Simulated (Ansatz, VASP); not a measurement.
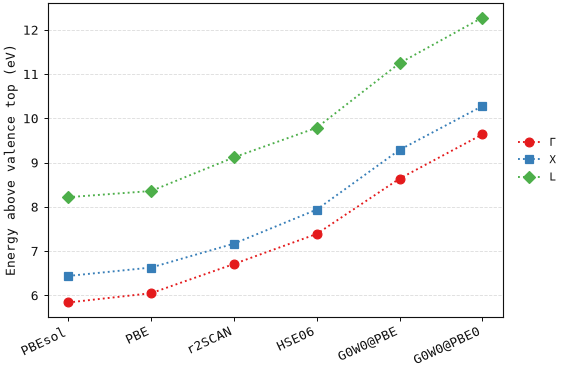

Lowest conduction level at each named k point, counted from the valence-band top at Γ, by several methods on one cell of zincblende LiCl, space group F-43m, 2 atoms in the primitive cell, relaxed with r2SCAN; cubic a = 5.466 Å. All runs are without spin-orbit coupling and carry no moments.

Does G0W0@PBE shift these levels rigidly from PBE?

The shifts are +2.59 eV at Γ, +2.66 eV at X and +2.89 eV at L: a spread of 0.30 eV on a mean of 2.71 eV, so one shift describes them only roughly.

How do the methods rank at Γ?

From low to high: PBEsol 5.84, PBE 6.05, r2SCAN 6.71, HSE06 7.39, G0W0@PBE 8.64, G0W0@PBE0 9.64 eV.

Do the methods agree on which of these conduction levels is lowest?

Yes: all put it at Γ.

| method | program | Γ (eV) | X (eV) | L (eV) |
| --- | --- | --- | --- | --- |
| PBEsol | VASP | 5.84 | 6.44 | 8.22 |
| PBE | Ansatz | 6.05 | 6.63 | 8.36 |
| r2SCAN | Ansatz | 6.71 | 7.17 | 9.12 |
| HSE06 | Ansatz | 7.39 | 7.94 | 9.79 |
| G0W0@PBE | Ansatz | 8.64 | 9.29 | 11.25 |
| G0W0@PBE0 | Ansatz | 9.64 | 10.28 | 12.28 |

Settings. PBEsol: VASP PAW recommended PBE set, 8×8×8 k mesh, 520 eV cutoff, Gaussian smearing of 0.01 eV (VASP). PBE: Ansatz PAW set, 8×8×8 k mesh, 420 eV cutoff, Fermi-Dirac smearing of 0.02 eV (Ansatz 0.2.0). r2SCAN: Ansatz PAW set, 8×8×8 k mesh, 500 eV cutoff, fixed occupations (Ansatz). HSE06: Ansatz PAW set, 6×6×6 k mesh, 420 eV cutoff, fixed occupations (Ansatz 0.2.0). G0W0@PBE: PBE, Ansatz PAW set, 6×6×6 k mesh, 420 eV cutoff, fixed occupations (Ansatz 0.2.0), G0W0 with empty bands 92, screening cutoff 100 eV and frequency treatment contour deformation. G0W0@PBE0: PBE0, Ansatz PAW set, 6×6×6 k mesh, 420 eV cutoff, fixed occupations (Ansatz 0.2.0), G0W0 with empty bands 223, screening cutoff 180 eV and frequency treatment contour deformation.

These are six of the 12 methods that were run on this cell. The runs come from different programs and meshes, which adds differences of its own. The usual form of LiCl is rocksalt. PBEsol, r2SCAN, HSE06 and G0W0@PBE0: the PAW data sets were made with another functional. LDA, GGA and most meta-GGA functionals understate gaps. The GW runs differ in bands or cutoffs. The GW values are at finite bands, cutoffs and mesh, short of the basis limit.
